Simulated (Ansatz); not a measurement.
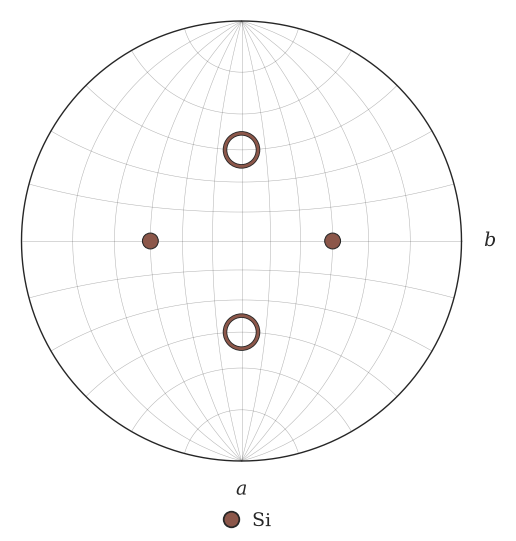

For Si, coordinates from a relaxation with DFT r2SCAN, scalar-relativistic, plane waves, PAW (Ansatz 0.2.0): directions from one silicon atom at (0, 1/2, 1/4) to its bonded neighbours, in stereographic projection down c (filled: above the plane of the page or in it, open: below). All values are computed from the atomic coordinates in the standard setting (tolerance 0.002 Å).

Neighbours are counted up to 2.58 Å for Si.

```
CELL_PARAMETERS angstrom
6.69904 0.00000 0.00000
0.00000 6.69904 0.00000
0.00000 0.00000 6.69904
ATOMIC_POSITIONS crystal
Si 0.00000 0.50000 0.25000
Si 0.00000 0.25000 0.50000
Si 0.25000 0.50000 0.00000
Si 0.50000 0.25000 0.00000
Si 0.50000 0.00000 0.25000
Si 0.25000 0.00000 0.50000
Si 0.50000 0.00000 0.75000
Si 0.50000 0.75000 0.00000
Si 0.75000 0.00000 0.50000
Si 0.00000 0.75000 0.50000
Si 0.00000 0.50000 0.75000
Si 0.75000 0.50000 0.00000
```

Question: How many neighbours are there, and at what angles?

Answer: 4: 4 Si at 2.37 Å. Angles between bonds: 90° (2×), 120° (4×).

Question: What is the site's symmetry in the crystal?

Answer: Point group -42m (D2d), order 8: one −4 axis, two twofold axes, two mirror planes. In No. 229, Im-3m this is Wyckoff position 12d.
